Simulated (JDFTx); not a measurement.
## TiAl$_{3}$: single-point calculation

The run: single-point calculation of TiAl$_{3}$ (4 atoms in the cell). Method and program: Kohn-Sham DFT of a periodic cell, PBEsol, PseudoDojo-SR-PBEsol-0.4.1-standard, no spin polarisation (JDFTx 1.7.0 (patched build)).

The structure derives from a Materials Project entry.

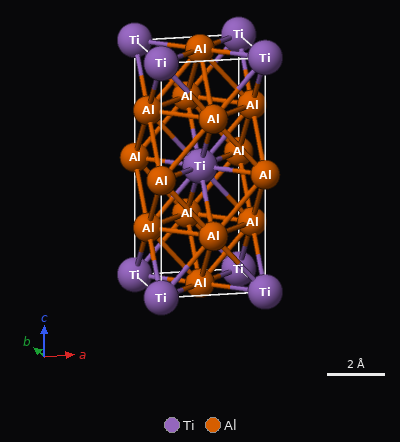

Fig. 1: The structure as given in the input (ball-and-stick view of the cell 2 times as large as that of the calculation, set on its symmetry axes, seen slightly off an axis). An atom can appear more than once, as a periodic image. Near neighbours in the periodic cell (some may lie outside the picture): Ti has 12 Al at 2.70 to 2.87 Å; Al has 8 Al at 2.70 to 2.87 Å and 4 Ti at 2.70 to 2.87 Å.

### The input
```
lattice \
   -3.6114683927     3.6114683927     3.6114683927 \
    3.6114683927    -3.6114683927     3.6114683927 \
    8.0892916522     8.0892916522    -8.0892916522
coords-type Lattice
ion Ti     0.0000000000     0.0000000000     0.0000000000 1
ion Al     0.2500000000     0.7500000000     0.5000000000 1
ion Al     0.7500000000     0.2500000000     0.5000000000 1
ion Al     0.5000000000     0.5000000000     0.0000000000 1

ion-species pseudo/Ti.upf
ion-species pseudo/Al.upf
elec-cutoff 42 336
elec-ex-corr gga-PBEsol
kpoint-folding 10 10 10
elec-smearing Fermi 0.0018374661
elec-n-bands 17
electronic-SCF nIterations 100 energyDiffThreshold 1e-09
electronic-minimize nIterations 30 energyDiffThreshold 1e-7
converge-empty-states yes
forces-output-coords Cartesian

dump-name run.$VAR
dump End Ecomponents EigStats BandEigs Kpoints Forces Stress
```

Machine: 1 thread of Arm Neoverse V1, 24 GiB of memory available, shared host.

Launched with:
```bash
jdftx -c 1 -i TiAl3.in -o TiAl3.out
```

### Log
```
*************** JDFTx 1.7.0 (patched build) ***************

Input parsed successfully to the following command list (including defaults):
[... the input with its defaults ...]

---------- Setting up symmetries ----------

Non-trivial transmission matrix:
[   1   0   0  ]
[   0   1   0  ]
[   1   1   1  ]
with reduced lattice vectors:
[      0.000000      7.222937      3.611468  ]
[      7.222937      0.000000      3.611468  ]
[      0.000000      0.000000     -8.089292  ]

Found 16 point-group symmetries of the bravais lattice
Found 16 space-group symmetries with basis
Applied RMS atom displacement 0 bohrs to make symmetries exact.

---------- Initializing the Grid ----------
R =
[     -3.61147      3.61147      3.61147  ]
[      3.61147     -3.61147      3.61147  ]
[      8.08929      8.08929     -8.08929  ]
unit cell volume = 422.025
G =
[ -7.66866e-18   0.869893   0.388364  ]
[   0.869893 -7.66866e-18   0.388364  ]
[   0.869893   0.869893 -8.92663e-18  ]
Minimum fftbox size, Smin = [  80  80  80  ]
Chosen fftbox size, S = [  80  80  80  ]

---------- Initializing tighter grid for wavefunction operations ----------
R =
[     -3.61147      3.61147      3.61147  ]
[      3.61147     -3.61147      3.61147  ]
[      8.08929      8.08929     -8.08929  ]
unit cell volume = 422.025
G =
[ -7.66866e-18   0.869893   0.388364  ]
[   0.869893 -7.66866e-18   0.388364  ]
[   0.869893   0.869893 -8.92663e-18  ]
Minimum fftbox size, Smin = [  56  56  56  ]
Chosen fftbox size, S = [  56  56  56  ]

---------- Exchange Correlation functional ----------
Initalized PBEsol GGA exchange.
Initalized PBEsol GGA correlation.

---------- Setting up pseudopotentials ----------
Width of ionic core gaussian charges (only for fluid interactions / plotting) set to 0

Reading pseudopotential file 'pseudo/Ti.upf':
  'Ti' pseudopotential, 'PBESOL' functional
  Generated using ONCVPSP code by D. R. Hamann
  12 valence electrons, 4 orbitals, 6 projectors, 1001 radial grid points, with lMax = 2
    3S    l: 0   occupation:  2.0   eigenvalue: -2.295026
    3P    l: 1   occupation:  6.0   eigenvalue: -1.424955
    3D    l: 2   occupation:  2.0   eigenvalue: -0.157121
    4S    l: 0   occupation:  2.0   eigenvalue: -0.164537
  Core radius for overlap checks: 1.61 bohrs.

Reading pseudopotential file 'pseudo/Al.upf':
  'Al' pseudopotential, 'PBESOL' functional
  Generated using ONCVPSP code by D. R. Hamann
  3 valence electrons, 2 orbitals, 6 projectors, 1001 radial grid points, with lMax = 2
    3S    l: 0   occupation:  2.0   eigenvalue: -0.283523
    3P    l: 1   occupation:  1.0   eigenvalue: -0.098840
  Core radius for overlap checks: 1.74 bohrs.

Initialized 2 species with 4 total atoms.

Folded 1 k-points by 10x10x10 to 1000 k-points.

---------- Setting up k-points, bands, fillings ----------
Reduced to 102 k-points under symmetry.
Computing the number of bands and number of electrons
Calculating initial fillings.
nElectrons:  21.000000   nBands: 17   nStates: 102

----- Setting up reduced wavefunction bases (one per k-point) -----
average nbasis = 5486.643 , ideal nbasis = 5486.635

---------- Setting up ewald sum ----------
Optimum gaussian width for ewald sums = 2.410258 bohr.
Real space sum over 1573 unit cells with max indices [  5  5  6  ]
Reciprocal space sum over 3375 terms with max indices [  7  7  7  ]

---------- Allocating electronic variables ----------
Initializing wave functions:  linear combination of atomic orbitals
Ti pseudo-atom occupations:   s ( 2 2 )  p ( 6 )  d ( 2 )
Al pseudo-atom occupations:   s ( 2 )  p ( 1 )
	FillingsUpdate:  mu: +0.426121349  nElectrons: 21.000000
LCAOMinimize: Iter:   0  F: -64.4937231324931730  |grad|_K:  2.392e-03  alpha:  1.000e+00
	FillingsUpdate:  mu: +0.352135667  nElectrons: 21.000000
LCAOMinimize: Iter:   1  F: -64.5137424923920548  |grad|_K:  1.032e-03  alpha:  2.598e-01  linmin:  3.487e-01  cgtest: -1.085e+00
LCAOMinimize: 	Bad step direction: g.d > 0.
[... 10 lines of inner loops ...]
LCAOMinimize: Iter:   5  F: -64.5192504809390357  |grad|_K:  3.723e-06  alpha:  2.073e-01  linmin:  6.678e-04  cgtest:  2.698e-03
	FillingsUpdate:  mu: +0.381790567  nElectrons: 21.000000
LCAOMinimize: Iter:   6  F: -64.5192506804115880  |grad|_K:  8.346e-07  alpha:  5.340e-01  linmin:  1.228e-03  cgtest: -1.914e-03
LCAOMinimize: Converged (|Delta F|<1.000000e-06 for 2 iters).

-------- Electronic minimization -----------
Will mix electronic density at each iteration.
	FillingsUpdate:  mu: +0.381790568  nElectrons: 21.000000
	FillingsUpdate:  mu: +0.365367514  nElectrons: 21.000000
SCF: Cycle:  0   F: -64.624275839174359   dF: -1.050e-01   |Residual|: 1.017e-01   |deigs|: 2.203e-02
	FillingsUpdate:  mu: +0.347272965  nElectrons: 21.000000
SCF: Cycle:  1   F: -64.631994585487519   dF: -7.719e-03   |Residual|: 5.342e-02   |deigs|: 2.764e-02
	FillingsUpdate:  mu: +0.355016880  nElectrons: 21.000000
SCF: Cycle:  2   F: -64.642482806318895   dF: -1.049e-02   |Residual|: 2.352e-02   |deigs|: 1.086e-02
	FillingsUpdate:  mu: +0.352762720  nElectrons: 21.000000
SCF: Cycle:  3   F: -64.642799018163004   dF: -3.162e-04   |Residual|: 6.128e-03   |deigs|: 4.229e-03
	FillingsUpdate:  mu: +0.353531493  nElectrons: 21.000000
SCF: Cycle:  4   F: -64.642853703614648   dF: -5.469e-05   |Residual|: 1.949e-03   |deigs|: 1.296e-03
	FillingsUpdate:  mu: +0.353300296  nElectrons: 21.000000
SCF: Cycle:  5   F: -64.642864954857686   dF: -1.125e-05   |Residual|: 3.357e-04   |deigs|: 3.524e-04
	FillingsUpdate:  mu: +0.353251485  nElectrons: 21.000000
SCF: Cycle:  6   F: -64.642865804961929   dF: -8.501e-07   |Residual|: 2.344e-04   |deigs|: 1.111e-04
	FillingsUpdate:  mu: +0.353276030  nElectrons: 21.000000
SCF: Cycle:  7   F: -64.642866378626636   dF: -5.737e-07   |Residual|: 3.055e-05   |deigs|: 7.650e-05
	FillingsUpdate:  mu: +0.353275760  nElectrons: 21.000000
SCF: Cycle:  8   F: -64.642866552746227   dF: -1.741e-07   |Residual|: 2.031e-05   |deigs|: 5.291e-05
	FillingsUpdate:  mu: +0.353276667  nElectrons: 21.000000
SCF: Cycle:  9   F: -64.642866633439127   dF: -8.069e-08   |Residual|: 3.834e-05   |deigs|: 7.418e-05
	FillingsUpdate:  mu: +0.353275425  nElectrons: 21.000000
SCF: Cycle: 10   F: -64.642866666133671   dF: -3.269e-08   |Residual|: 2.467e-05   |deigs|: 5.646e-05
	FillingsUpdate:  mu: +0.353275112  nElectrons: 21.000000
SCF: Cycle: 11   F: -64.642866678771028   dF: -1.264e-08   |Residual|: 1.835e-05   |deigs|: 5.220e-05
	FillingsUpdate:  mu: +0.353275290  nElectrons: 21.000000
SCF: Cycle: 12   F: -64.642866684420071   dF: -5.649e-09   |Residual|: 1.757e-05   |deigs|: 5.489e-05
	FillingsUpdate:  mu: +0.353274909  nElectrons: 21.000000
SCF: Cycle: 13   F: -64.642866686403011   dF: -1.983e-09   |Residual|: 2.452e-05   |deigs|: 5.654e-05
	FillingsUpdate:  mu: +0.353275407  nElectrons: 21.000000
SCF: Cycle: 14   F: -64.642866687331548   dF: -9.285e-10   |Residual|: 8.082e-06   |deigs|: 6.279e-05
	FillingsUpdate:  mu: +0.353275375  nElectrons: 21.000000
SCF: Cycle: 15   F: -64.642866687621293   dF: -2.897e-10   |Residual|: 7.733e-07   |deigs|: 5.575e-05
SCF: Converged (|Delta E|<1.000000e-09 for 2 iters).

Setting wave functions to eigenvectors of Hamiltonian
Converging empty states (this may take a while):
EmptyStates: None of the convergence criteria satisfied.
|deigs|: 2.882e-04

# Stress tensor in Cartesian coordinates [Eh/a0^3]:
[   1.9166e-05            0            0  ]
[            0   1.9166e-05            0  ]
[            0            0  2.18341e-05  ]

# Ionic positions in lattice coordinates:
ion Ti   0.000000000000000   0.000000000000000   0.000000000000000 1
ion Al   0.250000000000000   0.750000000000000   0.500000000000000 1
ion Al   0.750000000000000   0.250000000000000   0.500000000000000 1
ion Al   0.500000000000000   0.500000000000000   0.000000000000000 1

# Forces in Cartesian coordinates:
force Ti  -0.000000000000000  -0.000000000000000  -0.000000000000000 1
force Al   0.000000000000000   0.000000000000000   0.000000000000000 1
force Al   0.000000000000000   0.000000000000000  -0.000000000000000 1
force Al  -0.000000000000000   0.000000000000000  -0.000000000000000 1

# Energy components:
   Eewald =      -42.8273203075914637
       EH =       19.0400491809721331
     Eloc =      -58.4668422072659766
      Enl =        1.6688982952835663
      Exc =      -11.9722934284330815
 Exc_core =        1.6781424325008809
       KE =       26.2369911267291087
-------------------------------------
     Etot =      -64.6423749078048218
       TS =        0.0004917798164645
-------------------------------------
        F =      -64.6428666876212930

IonicMinimize: Iter:   0  F: -64.642866687621293  |grad|_K:  1.763e-36
IonicMinimize: Converged (|grad|_K<1.000000e-04).

#--- Lowdin population analysis ---
# oxidation-state Ti +0.499
# oxidation-state Al -0.134 -0.134 -0.090

Dumping 'run.eigStats' ...
	eMin: -1.712026 at state 0 ( [ +0.000000 +0.000000 +0.000000 ] spin 0 )
	HOMO: +0.353198 at state 75 ( [ +0.200000 +0.400000 -0.300000 ] spin 0 )
	mu  : +0.353275
	LUMO: +0.353586 at state 96 ( [ +0.300000 -0.300000 +0.500000 ] spin 0 )
	eMax: +0.586036 at state 101 ( [ +0.500000 +0.500000 +0.500000 ] spin 0 )
	HOMO-LUMO gap: +0.000388
	Optical gap  : +0.009974 at state 52 ( [ +0.100000 +0.500000 -0.300000 ] spin 0 )
WARNING: the last solve of the electrons (or of bands or displaced states from it) ended unconverged.
Done!
```

### Summary

- outcome: converged
- space group (tolerance 0.01 Å): I4/mmm (139)
- electrons treated: 21
- free energy: −1759.0220 eV
- Fermi energy: 9.613 eV
- gap on the k-point mesh: none (metallic)
- pressure: −0.59 GPa
- largest force (length of the vector): under 0.001 eV/Å
- wall time: 15 min
- peak memory: 0.86 GiB

### Notes

Notes on the run: WARNING: the last solve of the electrons (or of bands or displaced states from it) ended unconverged.
